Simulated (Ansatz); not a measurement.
**interstitial O in Al: hop to the nearest equivalent void**

Wanted: the energy profile along the hop to the nearest equivalent void, from relaxed end points and a band of images. The host cell (fcc) has 32 atoms; the extra atom is the last.

All numbers below are computed with Ansatz 0.2.0 (DFT PBE+D3(BJ), plane waves, PAW, scalar-relativistic, no spin polarisation).

## 1. Starting point

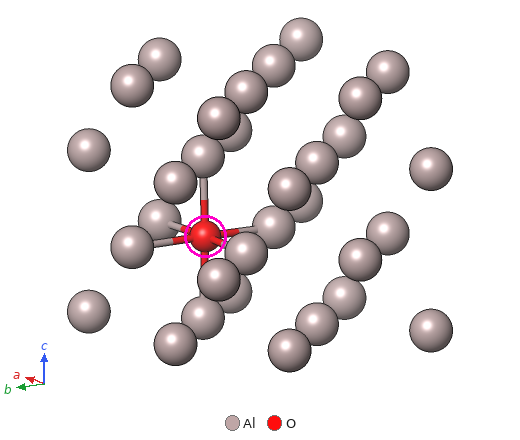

The starting structure, seen from a free direction (aluminium light grey, oxygen red). Each atom of the cell is drawn once, at one copy chosen for all pictures, so bonds across the cell's faces may be missing. Ringed: O33.

Its coordinates follow in the input file.

## 2. End point A

input.yaml reads:

```yaml
crystal:
  lattice:
    - [8.1, 0.0, 0.0]
    - [0.0, 8.1, 0.0]
    - [0.0, 0.0, 8.1]
  atoms:
    - { symbol: Al, position: [0.5, 0.0, 0.0] }
    - { symbol: Al, position: [0.75, 0.25, 0.0] }
    - { symbol: Al, position: [0.75, 0.0, 0.25] }
    - { symbol: Al, position: [0.0, 0.0, 0.0] }
    - { symbol: Al, position: [0.25, 0.25, 0.0] }
    - { symbol: Al, position: [0.5, 0.5, 0.0] }
    - { symbol: Al, position: [0.75, 0.75, 0.0] }
    - { symbol: Al, position: [0.25, 0.0, 0.25] }
    - { symbol: Al, position: [0.5, 0.25, 0.25] }
    - { symbol: Al, position: [0.75, 0.5, 0.25] }
    - { symbol: Al, position: [0.5, 0.0, 0.5] }
    - { symbol: Al, position: [0.75, 0.25, 0.5] }
    - { symbol: Al, position: [0.75, 0.0, 0.75] }
    - { symbol: Al, position: [0.0, 0.5, 0.0] }
    - { symbol: Al, position: [0.25, 0.75, 0.0] }
    - { symbol: Al, position: [0.0, 0.25, 0.25] }
    - { symbol: Al, position: [0.25, 0.5, 0.25] }
    - { symbol: Al, position: [0.5, 0.75, 0.25] }
    - { symbol: Al, position: [0.0, 0.0, 0.5] }
    - { symbol: Al, position: [0.25, 0.25, 0.5] }
    - { symbol: Al, position: [0.5, 0.5, 0.5] }
    - { symbol: Al, position: [0.75, 0.75, 0.5] }
    - { symbol: Al, position: [0.25, 0.0, 0.75] }
    - { symbol: Al, position: [0.5, 0.25, 0.75] }
    - { symbol: Al, position: [0.75, 0.5, 0.75] }
    - { symbol: Al, position: [0.0, 0.75, 0.25] }
    - { symbol: Al, position: [0.0, 0.5, 0.5] }
    - { symbol: Al, position: [0.25, 0.75, 0.5] }
    - { symbol: Al, position: [0.0, 0.25, 0.75] }
    - { symbol: Al, position: [0.25, 0.5, 0.75] }
    - { symbol: Al, position: [0.5, 0.75, 0.75] }
    - { symbol: Al, position: [0.0, 0.75, 0.75] }
    - { symbol: O, position: [-0.0108249, 0.498626, 0.2547327] }
basis:
  ecutwfc: 420.0
kpoints:
  mp_grid: { grid: [3, 3, 3] }
hamiltonian:
  xc: pbe
  dispersion: d3bj
  pseudopotentials: { kind: paw, azcp: { folder: soft_1 } }
scf:
  occupations: { method: fermi_dirac, width: 0.1 }
  lower_state_search: "off"
relax:
  f_tol: 0.03
  max_steps: 60
  adjacent_minimum: "off"
```

On the command line:

```sh
$ ansatz run input.yaml --threads 4 --pin off --max-ram 10240MiB --backend cpu --events-out ev --progress --plain --runs-dir out
```

The log of the run, cut to the lines that bear on the results:

```text
Warning: RAYON_NUM_THREADS=4 ignored (pool sized by the plan → 4); use --threads N
[...]
Pseudopotentials: kind: paw
Pseudopotential: Al, paw, valence charge 3, recommended cutoff 420 eV (normal), <dir>
Pseudopotential: O, paw, valence charge 6, recommended cutoff 420 eV (normal), <dir>
Functional definition: PBE
[...]
Crystal: 33 atoms, lattice volume = 531.441 Å³
Basis set: ecut = 420 eV, 10395 PW (Γ), exchange–correlation on 120×120×120 points (8 copies of the dense FFT grid, shifted against one another)
Bands: 84, of which v1, the nominal top of the filled ones, is band 51 counted from 1 (50 counted from 0)
Symmetry: 1 space group operations
Space group: P1 (ITA 1), of the structure as read, at distance tolerance 8.1e-5 Å
k-points: 14 of 27 (time reversal used)
[...]
SCF iter   1: F=—  HF=-17792.819056 eV  |F-HF|=—  |Δ(HF+E_count)|=         —  Δρ=8.31e-2  dr2=1.15e2  ethr=3.10e-3  ⟨swp⟩=7.2  Hψ=5593  notcnv=0  defer=11
[...]
relax step   1: F+E_penalty+E_count = -17778.30183463 eV  Δ(F+E_penalty+E_count) = +0.000e0 eV  max|allowed force component| = 1.295e0 eV/Å  Δτ_max = 0.0000 Å  (8 SCF iters, dr2 threshold 2.25e-5 eV, accepted)
[...]
relax step   5: F+E_penalty+E_count = -17778.82163828 eV  Δ(F+E_penalty+E_count) = -1.342e-1 eV  max|allowed force component| = 4.850e-1 eV/Å  Δτ_max = 0.2000 Å  (6 SCF iters, dr2 threshold 7.28e-5 eV, accepted)
[...]
relax step   6: F+E_penalty+E_count = -17778.94431079 eV  Δ(F+E_penalty+E_count) = -1.227e-1 eV  max|allowed force component| = 4.532e-1 eV/Å  Δτ_max = 0.2000 Å  (6 SCF iters, dr2 threshold 1.00e-4 eV, accepted)
[...]
```

## 3. The log goes on: end point A relaxed

Output, continued, cut to the lines that bear on the results:

```text
relax step   7: F+E_penalty+E_count = -17779.07628225 eV  Δ(F+E_penalty+E_count) = -1.320e-1 eV  max|allowed force component| = 4.662e-1 eV/Å  Δτ_max = 0.2000 Å  (6 SCF iters, dr2 threshold 1.00e-4 eV, accepted)
[...]
relax step  13: F+E_penalty+E_count = -17780.06663174 eV  Δ(F+E_penalty+E_count) = -1.390e-2 eV  max|allowed force component| = 7.088e-3 eV/Å  Δτ_max = 0.0481 Å  (6 SCF iters, dr2 threshold 1.67e-6 eV, accepted)
[...]
relax step  14: F+E_penalty+E_count = -17780.06663182 eV  Δ(F+E_penalty+E_count) = -8.489e-8 eV  max|allowed force component| = 7.003e-3 eV/Å  Δτ_max = 0.0000 Å  (3 SCF iters, accepted)
Free energy (F): -17780.066632 eV
[...]
E sigma→0 (E₀):  -17779.892608 eV
Entropy (-TS):   -0.348048 eV (-10.547 meV/atom)
Fermi energy:    7.973134 eV
[...]
--- Forces (eV/Å), atoms counted from 1 ---
  atom   1  Al    -0.00011947     0.00073756     0.00187555
[...]
    - { symbol: Al, position: [0.25457098408823947, 0.002662694139328326, 0.7474256582682482] }
    - { symbol: Al, position: [0.5006119607197196, 0.25388427907395794, 0.7491904024086952] }
    - { symbol: Al, position: [0.7527528365879489, 0.5044709347806363, 0.7489346675866372] }
    - { symbol: Al, position: [0.004162877420518684, 0.7562928543398099, 0.24568978874481673] }
    - { symbol: Al, position: [0.013703315340899995, 0.5139484065447179, 0.5068529082770217] }
    - { symbol: Al, position: [0.2563610738841967, 0.7566127421038916, 0.4962929957454302] }
    - { symbol: Al, position: [0.004218837932550198, 0.25294104633297676, 0.7489170555554784] }
    - { symbol: Al, position: [0.2564599947309544, 0.5035445121167517, 0.7493161187068049] }
    - { symbol: Al, position: [0.5023248199048257, 0.7548984474792207, 0.7474595384986181] }
    - { symbol: Al, position: [0.003262717020001528, 0.7567843206806039, 0.7493629552743277] }
    - { symbol: O, position: [-0.12142754570981641, 0.3789042824100985, 0.3713639921594536] }
```

It took 2.9 min on 4 threads of Arm Neoverse V1, shared host; peak memory 1.4 GiB.

Step by step:

```tsv
step	energy from step 1 (eV/cell)	largest force component (eV/Å)
1	0.0000	1.2946
2	-0.2519	0.6292
3	-0.3451	0.3221
4	-0.3856	0.5269
5	-0.5198	0.4850
6	-0.6425	0.4532
7	-0.7744	0.4662
8	-0.9140	0.6678
9	-1.0546	0.7071
10	-1.2022	0.7530
11	-1.4138	0.7120
12	-1.7509	0.1637
13	-1.7648	0.0071
14	-1.7648	0.0070
```

Step 1 is the start. Step 14 solves the same geometry again.

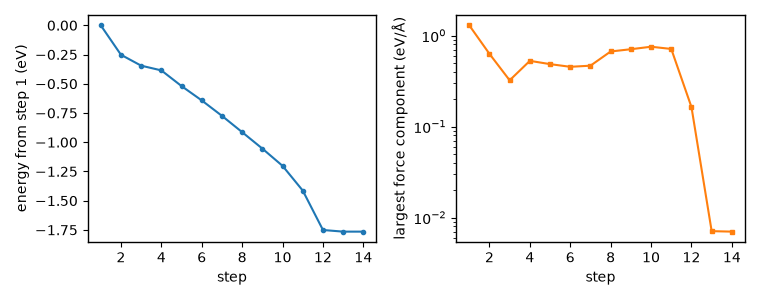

Energy and largest force along the relaxation.

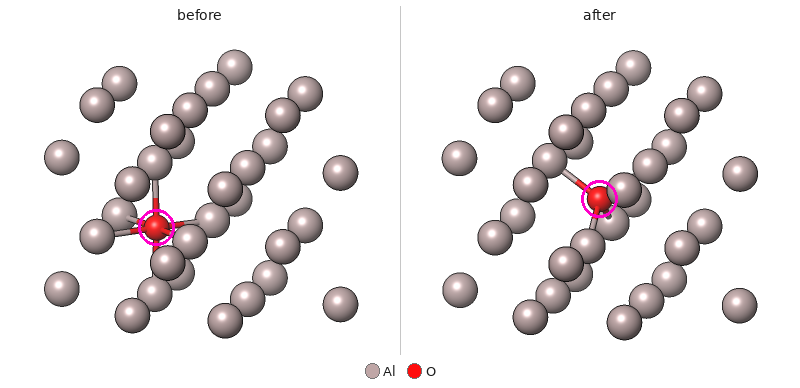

The structure before (left) and after (right), drawn at the same scale. Each atom of the cell is drawn once, at one copy chosen for all pictures, so bonds across the cell's faces may be missing.

Largest move: O33, 1.62 Å.

## 4. End point B

The second end starts from a geometry with the move made by hand.

Edit input.yaml of step 2 so:

```diff
@@ -38,3 +38,3 @@
     - { symbol: Al, position: [0.0, 0.75, 0.75] }
-    - { symbol: O, position: [-0.0108249, 0.498626, 0.2547327] }
+    - { symbol: O, position: [-0.00089269, 0.24613808, 0.49975049] }
 basis:
@@ -54 +54,6 @@
   adjacent_minimum: "off"
+output:
+  write_density: true
+  write_potential: true
+  elf: true
+  volumetric_format: npy
```

On the command line:

```sh
$ ansatz run input.yaml --threads 4 --pin off --max-ram 10240MiB --backend cpu --events-out ev --progress --plain --runs-dir out
```

The log of the run, cut to the lines that bear on the results:

```text
Warning: RAYON_NUM_THREADS=4 ignored (pool sized by the plan → 4); use --threads N
[...]
[... 4 set-up lines as earlier in the session ...]
[...]
Crystal: 33 atoms, lattice volume = 531.441 Å³
Basis set: ecut = 420 eV, 10395 PW (Γ), exchange–correlation on 120×120×120 points (8 copies of the dense FFT grid, shifted against one another)
Bands: 84, of which v1, the nominal top of the filled ones, is band 51 counted from 1 (50 counted from 0)
[... 2 set-up lines as earlier in the session ...]
k-points: 14 of 27 (time reversal used)
[...]
relax step   4: F+E_penalty+E_count = -17778.62405749 eV  Δ(F+E_penalty+E_count) = -1.912e-3 eV  max|allowed force component| = 1.536e-1 eV/Å  Δτ_max = 0.0095 Å  (5 SCF iters, dr2 threshold 9.42e-7 eV, accepted)
[...]
relax step   7: F+E_penalty+E_count = -17778.82709037 eV  Δ(F+E_penalty+E_count) = -1.165e-1 eV  max|allowed force component| = 4.133e-1 eV/Å  Δτ_max = 0.2000 Å  (6 SCF iters, dr2 threshold 1.00e-4 eV, accepted)
[...]
relax step  10: F+E_penalty+E_count = -17779.16875913 eV  Δ(F+E_penalty+E_count) = -1.099e-1 eV  max|allowed force component| = 7.856e-1 eV/Å  Δτ_max = 0.2000 Å  (6 SCF iters, dr2 threshold 1.00e-4 eV, accepted)
[...]
relax step  12: F+E_penalty+E_count = -17779.61126636 eV  Δ(F+E_penalty+E_count) = -2.048e-1 eV  max|allowed force component| = 7.392e-1 eV/Å  Δτ_max = 0.2000 Å  (6 SCF iters, dr2 threshold 1.00e-4 eV, accepted)
[...]
relax step  13: F+E_penalty+E_count = -17779.83763784 eV  Δ(F+E_penalty+E_count) = -2.264e-1 eV  max|allowed force component| = 6.501e-1 eV/Å  Δτ_max = 0.2000 Å  (6 SCF iters, dr2 threshold 1.00e-4 eV, accepted)
[...]
```

## 5. The output, continued: end point B relaxed

Output, continued, cut to the lines that bear on the results:

```text
relax step  14: F+E_penalty+E_count = -17780.06407567 eV  Δ(F+E_penalty+E_count) = -2.264e-1 eV  max|allowed force component| = 3.191e-2 eV/Å  Δτ_max = 0.2000 Å  (6 SCF iters, dr2 threshold 1.00e-4 eV, accepted)
[...]
relax step  15: F+E_penalty+E_count = -17780.06408070 eV  Δ(F+E_penalty+E_count) = -5.028e-6 eV  max|allowed force component| = 3.191e-2 eV/Å  Δτ_max = 0.0000 Å  (4 SCF iters, accepted)
[...]
relax step  16: F+E_penalty+E_count = -17780.06666628 eV  Δ(F+E_penalty+E_count) = -2.586e-3 eV  max|allowed force component| = 3.394e-3 eV/Å  Δτ_max = 0.0141 Å  (5 SCF iters, accepted)
NSCF: frozen V_eff on 14 k-points
[...]
Free energy (F): -17780.066666 eV
[...]
E sigma→0 (E₀):  -17779.892720 eV
Entropy (-TS):   -0.347893 eV (-10.542 meV/atom)
Fermi energy:    7.972987 eV
[...]
--- Forces (eV/Å), atoms counted from 1 ---
  atom   1  Al     0.00087144    -0.00003173     0.00119005
[...]
    - { symbol: Al, position: [0.2566995475909895, 0.003783874617275989, 0.756710249461617] }
    - { symbol: Al, position: [0.5007742160026882, 0.25351760485939956, 0.7567534280660888] }
    - { symbol: Al, position: [0.7538836282805196, 0.5066004161787906, 0.7567268645899837] }
    - { symbol: Al, position: [0.004487510488446767, 0.7510429188125424, 0.25300217572864725] }
    - { symbol: Al, position: [0.004483425399207608, 0.5063051889925602, 0.5044889189050308] }
    - { symbol: Al, position: [0.25675551440894906, 0.7506831730702836, 0.503661926663508] }
    - { symbol: Al, position: [0.0044882051159968045, 0.2543974051028432, 0.7564481376909356] }
    - { symbol: Al, position: [0.254846757089687, 0.5047470228571053, 0.7549078521763365] }
    - { symbol: Al, position: [0.502682476279489, 0.7525889004300663, 0.7549276793885046] }
    - { symbol: Al, position: [0.0036122029004681602, 0.7506930362240909, 0.7567329311984343] }
    - { symbol: O, position: [-0.12120933655576537, 0.1287076259915771, 0.3788398283799642] }
```

It took 4.7 min on 4 threads of Arm Neoverse V1, shared host; peak memory 1.6 GiB.

Relaxation path:

```tsv
step	energy from step 1 (eV/cell)	largest force component (eV/Å)
1	0.0000	1.1237
2	-0.2384	0.5497
3	-0.3192	0.1227
4	-0.3211	0.1536
5	-0.3282	0.2479
6	-0.4076	0.4956
7	-0.5241	0.4133
8	-0.6447	0.3530
9	-0.7559	0.5313
10	-0.8658	0.7856
11	-1.1034	0.8923
12	-1.3083	0.7392
13	-1.5347	0.6501
14	-1.7611	0.0319
15	-1.7611	0.0319
16	-1.7637	0.0034
```

Step 1 is the start. Step 15 solves the same geometry again.

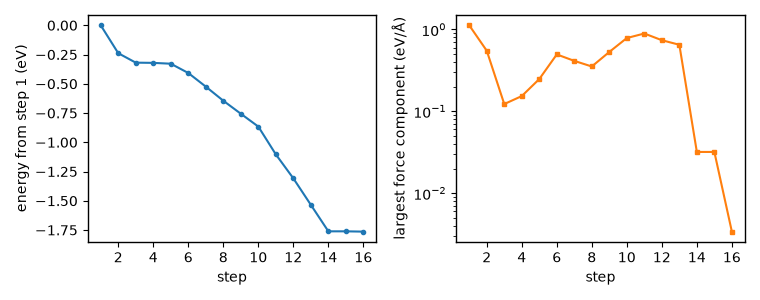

How energy and force went from step to step.

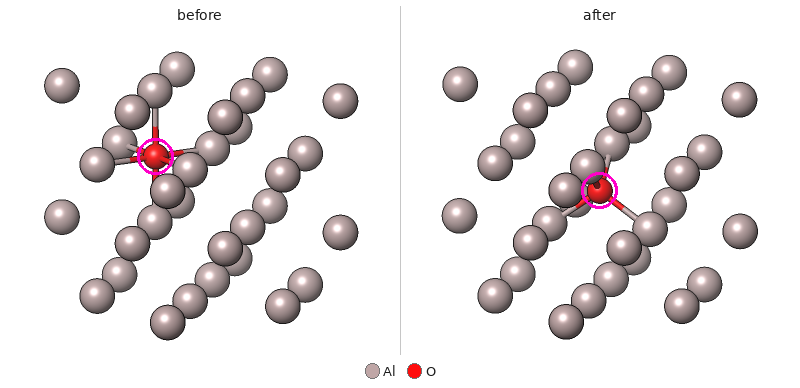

Before and after, at one scale. Each atom of the cell is drawn once, at one copy chosen for all pictures, so bonds across the cell's faces may be missing.

The atom that moved most is O33, by 1.68 Å.

## 6. The band

crystal.atoms is end A as relaxed above, and neb.final_atoms is end B. With 5 inner images the band has 7 in all.

input.yaml reads:

```yaml
crystal:
  lattice:
    - [8.1, 0.0, 0.0]
    - [0.0, 8.1, 0.0]
    - [0.0, 0.0, 8.1]
  atoms:
    - { symbol: Al, position: [0.50236319, 0.00263397, -0.00478744] }
    - { symbol: Al, position: [0.75279904, 0.25299463, -0.0063588] }
    - { symbol: Al, position: [0.75272181, 0.00117165, 0.24562264] }
    - { symbol: Al, position: [0.00318618, 0.00077, -0.00650018] }
    - { symbol: Al, position: [0.25642975, 0.25381338, -0.00662803] }
    - { symbol: Al, position: [0.50042386, 0.50350145, -0.00666822] }
    - { symbol: Al, position: [0.75350533, 0.75657425, -0.00652946] }
    - { symbol: Al, position: [0.25628234, 0.00077291, 0.24655017] }
    - { symbol: Al, position: [0.500877, 0.25287142, 0.24560568] }
    - { symbol: Al, position: [0.74304152, 0.51383862, 0.23615745] }
    - { symbol: Al, position: [0.50048463, 0.0007877, 0.49622197] }
    - { symbol: Al, position: [0.74335331, 0.24349802, 0.50649782] }
    - { symbol: Al, position: [0.75354757, 0.0007815, 0.74932005] }
    - { symbol: Al, position: [0.00429257, 0.50454852, -0.00632501] }
    - { symbol: Al, position: [0.25454384, 0.75496758, -0.0047737] }
    - { symbol: Al, position: [0.01370818, 0.24365051, 0.23611167] }
    - { symbol: Al, position: [0.25614761, 0.50453716, 0.24558038] }
    - { symbol: Al, position: [0.50043366, 0.75673486, 0.2465256] }
    - { symbol: Al, position: [0.00422337, 0.00127842, 0.49709838] }
    - { symbol: Al, position: [0.25615318, 0.25305851, 0.49696812] }
    - { symbol: Al, position: [0.50094358, 0.50448813, 0.49710935] }
    - { symbol: Al, position: [0.75271171, 0.7564083, 0.49712817] }
    - { symbol: Al, position: [0.25457098, 0.00266269, 0.74742566] }
    - { symbol: Al, position: [0.50061196, 0.25388428, 0.7491904] }
    - { symbol: Al, position: [0.75275284, 0.50447093, 0.74893467] }
    - { symbol: Al, position: [0.00416288, 0.75629285, 0.24568979] }
    - { symbol: Al, position: [0.01370332, 0.51394841, 0.50685291] }
    - { symbol: Al, position: [0.25636107, 0.75661274, 0.496293] }
    - { symbol: Al, position: [0.00421884, 0.25294105, 0.74891706] }
    - { symbol: Al, position: [0.25645999, 0.50354451, 0.74931612] }
    - { symbol: Al, position: [0.50232482, 0.75489845, 0.74745954] }
    - { symbol: Al, position: [0.00326272, 0.75678432, 0.74936296] }
    - { symbol: O, position: [-0.12142755, 0.37890428, 0.37136399] }
basis:
  ecutwfc: 420.0
kpoints:
  mp_grid: { grid: [3, 3, 3] }
hamiltonian:
  xc: pbe
  dispersion: d3bj
  pseudopotentials: { kind: paw, azcp: { folder: soft_1 } }
scf:
  occupations: { method: fermi_dirac, width: 0.1 }
  lower_state_search: "off"
neb:
  images: 5
  f_tol: 0.05
  initial_path: idpp
  max_iterations: 35
  final_atoms:
    - { symbol: Al, position: [0.50080241, 0.00382156, 0.0007947] }
    - { symbol: Al, position: [0.75300118, 0.25442238, 0.00117218] }
    - { symbol: Al, position: [0.74355644, -0.00653661, 0.24349089] }
    - { symbol: Al, position: [0.00451069, 0.00291763, 0.00118573] }
    - { symbol: Al, position: [0.25673258, 0.25350346, 0.00078183] }
    - { symbol: Al, position: [0.50263789, 0.50482154, 0.00273404] }
    - { symbol: Al, position: [0.75392572, 0.75070132, 0.00080287] }
    - { symbol: Al, position: [0.25646645, 0.00295403, 0.25304445] }
    - { symbol: Al, position: [0.50113513, 0.25439623, 0.25302431] }
    - { symbol: Al, position: [0.75303496, 0.50638987, 0.25306258] }
    - { symbol: Al, position: [0.5011521, 0.00292789, 0.50449763] }
    - { symbol: Al, position: [0.74339639, 0.26395118, 0.51398229] }
    - { symbol: Al, position: [0.7530495, 0.00296507, 0.75645331] }
    - { symbol: Al, position: [0.00361242, 0.50662027, 0.00076243] }
    - { symbol: Al, position: [0.25490696, 0.75255319, 0.0027223] }
    - { symbol: Al, position: [0.01398721, 0.26392022, 0.24346688] }
    - { symbol: Al, position: [0.25670201, 0.50659859, 0.25396021] }
    - { symbol: Al, position: [0.50081367, 0.75072372, 0.25396575] }
    - { symbol: Al, position: [0.01403212, -0.00671152, 0.5139605] }
    - { symbol: Al, position: [0.25637825, 0.25440635, 0.50450491] }
    - { symbol: Al, position: [0.50075703, 0.50665661, 0.50367797] }
    - { symbol: Al, position: [0.75301206, 0.7510679, 0.50450277] }
    - { symbol: Al, position: [0.25669955, 0.00378387, 0.75671025] }
    - { symbol: Al, position: [0.50077422, 0.2535176, 0.75675343] }
    - { symbol: Al, position: [0.75388363, 0.50660042, 0.75672686] }
    - { symbol: Al, position: [0.00448751, 0.75104292, 0.25300218] }
    - { symbol: Al, position: [0.00448343, 0.50630519, 0.50448892] }
    - { symbol: Al, position: [0.25675551, 0.75068317, 0.50366193] }
    - { symbol: Al, position: [0.00448821, 0.25439741, 0.75644814] }
    - { symbol: Al, position: [0.25484676, 0.50474702, 0.75490785] }
    - { symbol: Al, position: [0.50268248, 0.7525889, 0.75492768] }
    - { symbol: Al, position: [0.0036122, 0.75069304, 0.75673293] }
    - { symbol: O, position: [-0.12120934, 0.12870763, 0.37883983] }
  order_check: true
```

On the command line:

```sh
$ ansatz run input.yaml --threads 4 --pin off --max-ram 10240MiB --backend cpu --events-out ev --progress --plain --runs-dir out
```

The log of the run, cut to the lines that bear on the results:

```text
Warning: neb: disabling space-group detection — the band's intermediate images generally break the endpoint symmetry, so no spatial operation reduces the k-mesh or symmetrises the density, except that a semilocal band can use its path's symmetry ahead of convergence; time reversal is [...]
Warning: RAYON_NUM_THREADS=4 ignored (pool sized by the plan → 4); use --threads N
[...]
[... 4 set-up lines as earlier in the session ...]
[...]
parallel-image band execution: 4 concurrent image workers
NEB image 0
Crystal: 33 atoms, lattice volume = 531.441 Å³
Basis set: ecut = 420 eV, 10395 PW (Γ), exchange–correlation on 120×120×120 points (8 copies of the dense FFT grid, shifted against one another)
Bands: 84, of which v1, the nominal top of the filled ones, is band 51 counted from 1 (50 counted from 0)
[... 1 set-up line as earlier in the session ...]
k-points: 14 of 27 (time reversal used)
[...]
SCF iter   1: F=—  HF=-17793.035551 eV  |F-HF|=—  |Δ(HF+E_count)|=         —  Δρ=8.21e-2  dr2=1.10e2  ethr=3.10e-3  ⟨swp⟩=6.7  Hψ=5690  notcnv=0  defer=12
[...]
NSCF: frozen V_eff on 14 k-points
NEB image 6
[...]
NSCF: frozen V_eff on 14 k-points
NEB end point (image 0): max|allowed force component| = 6.953e-3 eV/Å (the criterion of neb.relax_end_points is 1.000e-2)
NEB end point (image 6): max|allowed force component| = 3.403e-3 eV/Å (the criterion of neb.relax_end_points is 1.000e-2)
NEB image 1
[...]
SCF iter   2: F=—  HF=-17785.631738 eV  |F-HF|=—  |Δ(HF+E_count)|=    7.99e0  Δρ=4.60e-2  dr2=4.10e1  ethr=3.10e-3  ⟨swp⟩=3.4  Hψ=2723  notcnv=0  defer=75
[...]
NEB image 2
[...]
NEB image 3
[...]
NEB image 4
NEB image 5
[...]
NEB iter   1: max|band force component| = 1.253e0 eV/Å  barrier→ = 1.2558 eV  barrier← = 1.2558 eV  Δτ_max = 0.0566 Å  (70 SCF iters)
[...]
NEB iter   6: max|band force component| = 3.085e-1 eV/Å  barrier→ = 1.0629 eV  barrier← = 1.0630 eV  CI = image 3  Δτ_max = 0.1205 Å  (33 SCF iters)
[...]
NEB iter   7: max|band force component| = 1.583e-1 eV/Å  barrier→ = 1.0098 eV  barrier← = 1.0098 eV  CI = image 3  Δτ_max = 0.0769 Å  (35 SCF iters)
NEB image 1
```

[end of part 1 of 2]
